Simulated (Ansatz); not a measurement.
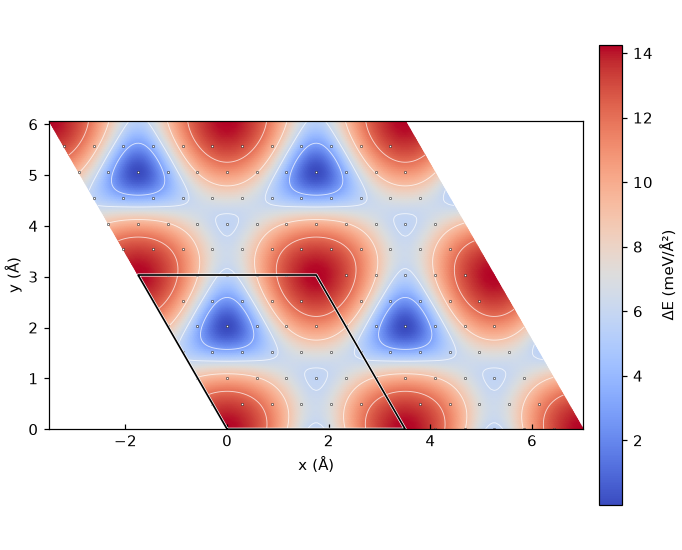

A bilayer of two Te₂Mo sheets (1H type), the upper one turned by 180 degrees about the normal (6 atoms in the cell). 
- The upper layer of a bilayer is slid over the lower one; relaxed at each slide: the heights of all atoms; the origin of the map has Te4 above Te3.
- Places are given modulo a cell vector. The map is drawn in real space over the plane of the slide.
- The grid has 6 × 6 points; 10 points were computed and 26 follow by symmetry.
- Energies: meV/Å², counted from the lowest grid point.
- Method: DFT PBE+D3(BJ), scalar-relativistic, plane waves, PAW (Ansatz). Settings: cutoff 420 eV, k-mesh 9×9×1, gaussian smearing 0.05 eV, no spin polarisation.

In the figure: a smooth colour map with a few white contour lines, dots at the grid points, the outline of one cell of the 2 × 2 shown. Between grid points the surface is interpolated.

The lowest grid point is at (2/6, 4/6) of the cell vectors. The highest grid point, (0/6, 0/6) of the cell vectors, lies 14.2 meV/Å² above the lowest. Facing atoms of the upper layer at the lowest point: Te above Mo of a deeper plane, the Mo behind them above Te; at the highest: Te above Te. The relaxed distance between the facing planes is 3.22 Å at the lowest and 3.96 Å at the highest point.

The scan is repeated rigidly (the distance between the facing planes is held at 3.43 Å); all else is set up alike. At a held distance the lowest stacking need not be the one that binds best once the distance relaxes.

What does this change do to the map?

The lowest place stays at (2/6, 4/6) of the cell vectors. The span from the lowest to the highest grid point grows from 14.2 to 23.6 meV/Å². In the new map: facing atoms of the upper layer at the lowest point: Te above Mo of a deeper plane, the Mo behind them above Te; at the highest: Te above Te.

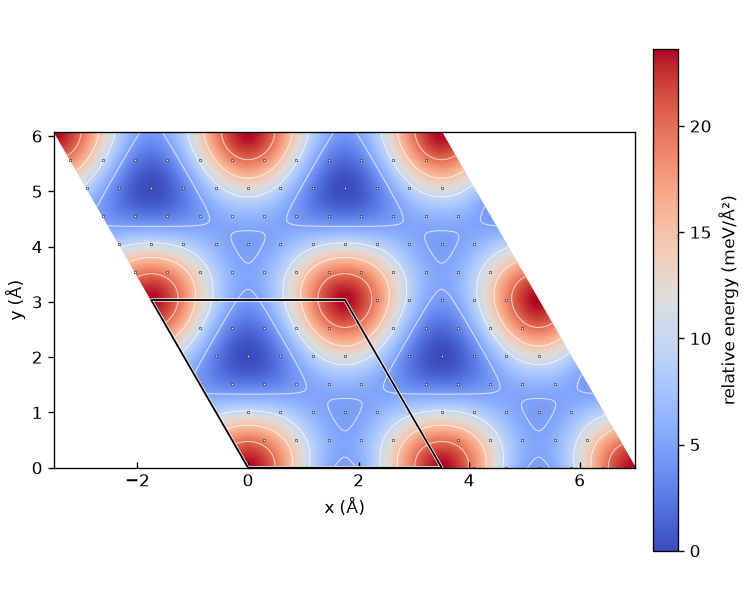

The map after the change, on a colour scale of its own. In the figure: a smooth colour map with a few white contour lines, dots at the grid points, the outline of one cell of the 2 × 2 shown. Between grid points the surface is interpolated.

PAW datasets: the set soft_1.
